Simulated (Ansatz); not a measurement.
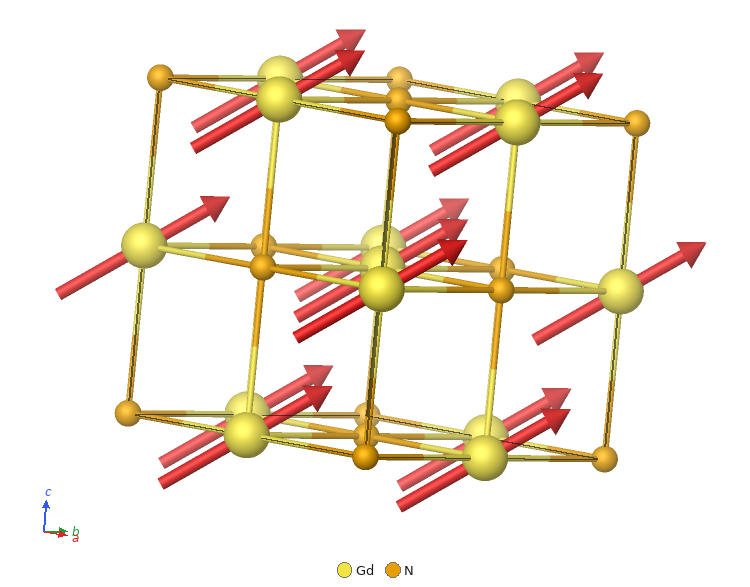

An orthographic ball-and-stick view of the structure, from a general direction. The parallelepiped is the simulation cell. Arrows are the site magnetic moments above 0.25 μB (those induced on non-metal atoms are left out); longer means larger, in their computed directions (spin part only); red points roughly along the largest moment (counted as +), blue roughly against it and purple across it.

This is the state reached for GdN. Electronic-structure method: DFT PBE+U, spin-orbit coupling, plane waves, PAW in Ansatz. Parameters: a basis cut at 420 eV, a 4×4×4 mesh of k-points, Gaussian smearing of 0.05 eV, U_eff = 6.00 eV on Gd f, spinor wavefunctions.

Q: What is the magnetic arrangement?

A: Ferromagnetic (within this cell). Site moments: 4 Gd +6.7 μB. The net spin moment of the whole cell is 27.8 μB, including what lies between the atoms and on sites without an arrow.

Its origin is a structure type known for this compound. Earlier steps of the study may have refined or changed the cell and positions. It went into a calculation with Ansatz.
